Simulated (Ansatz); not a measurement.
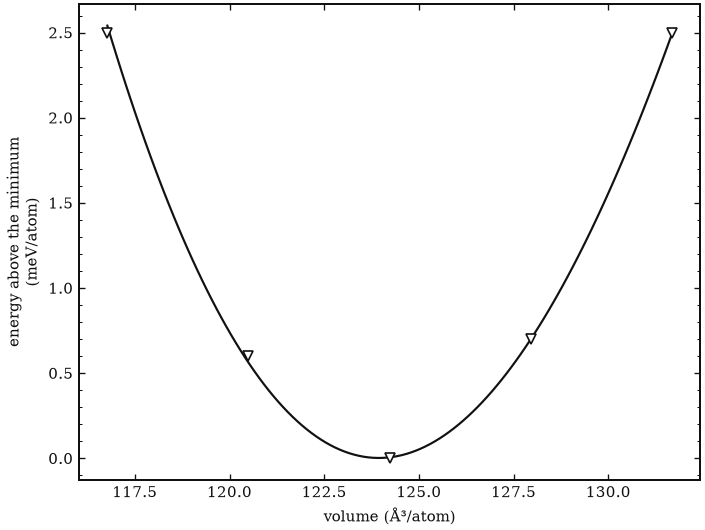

Plotted: energy above the minimum against volume for Cs, space group P6_3/mmc (No. 194).

Starting cell:
```
CELL_PARAMETERS angstrom
5.56591 0.00000 0.00000
-2.78295 4.82022 0.00000
0.00000 0.00000 18.52158
ATOMIC_POSITIONS crystal
Cs 0.00000 0.00000 0.00000
Cs 0.33333 0.66667 0.25000
Cs 0.00000 0.00000 0.50000
Cs 0.66667 0.33333 0.75000
```

Method: third-order Birch-Murnaghan fit to density functional energies at scaled volumes of the given relaxed cell, shape and atoms relaxed at each volume; energies count from the fitted minimum; plane waves with PAW datasets, Γ-centred k mesh (Ansatz 0.2.0). Level: r2SCAN, no spin polarisation.

wave cutoff 500 eV; k mesh 9×9×4; occupations Gaussian; smearing width 0.1 eV.

From this curve and the settings, what does the calculation give for the pressure at the same points?

The pressure falls from 0.12 GPa at volume 116.8 Å³/atom to −0.10 GPa at 131.7 Å³/atom, and changes sign near 124.2 Å³/atom.

```json
{"volume (Å³/atom)": "116.8", "pressure (GPa)": "0.12"}
{"volume (Å³/atom)": "120.5", "pressure (GPa)": "0.06"}
{"volume (Å³/atom)": "124.2", "pressure (GPa)": "0.00"}
{"volume (Å³/atom)": "128.0", "pressure (GPa)": "-0.05"}
{"volume (Å³/atom)": "131.7", "pressure (GPa)": "-0.10"}
```
